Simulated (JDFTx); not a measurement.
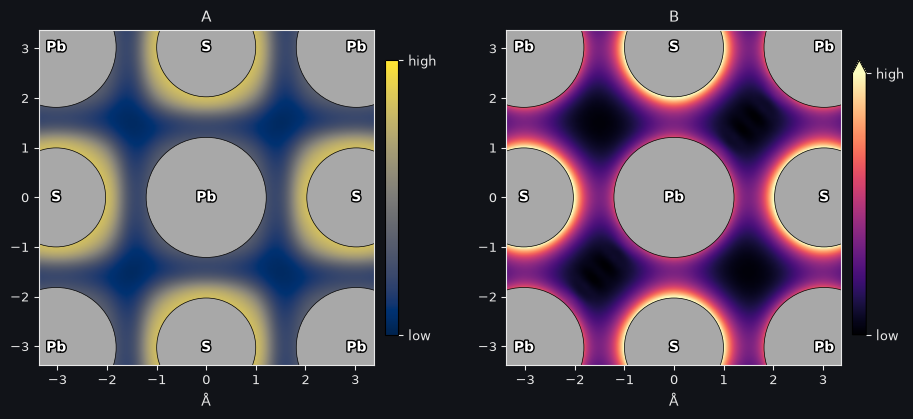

PbS: 2 fields on the (010) plane of the conventional cell, with unlabelled colour scales. Grey discs cover the atomic cores.

Space group Fm-3m; computed pressure about −5 GPa in this cell.

Method: Kohn-Sham DFT of a periodic cell, LDA, PseudoDojo-SR-LDA-0.4.1-standard in JDFTx 1.7.0 (patched build).

### The panels show electron localisation function and valence pseudo-density in some order. Assign them.

Panel A: electron localisation function. Panel B: valence pseudo-density. From the grid: Pb–S (3.02 Å): ρ is about 0.2 e/Å³ halfway; the ELF peaks at about 0.85 in the valence shell of S, 0.8 Å from its nucleus, and drops to about 0.20 between the two atoms.
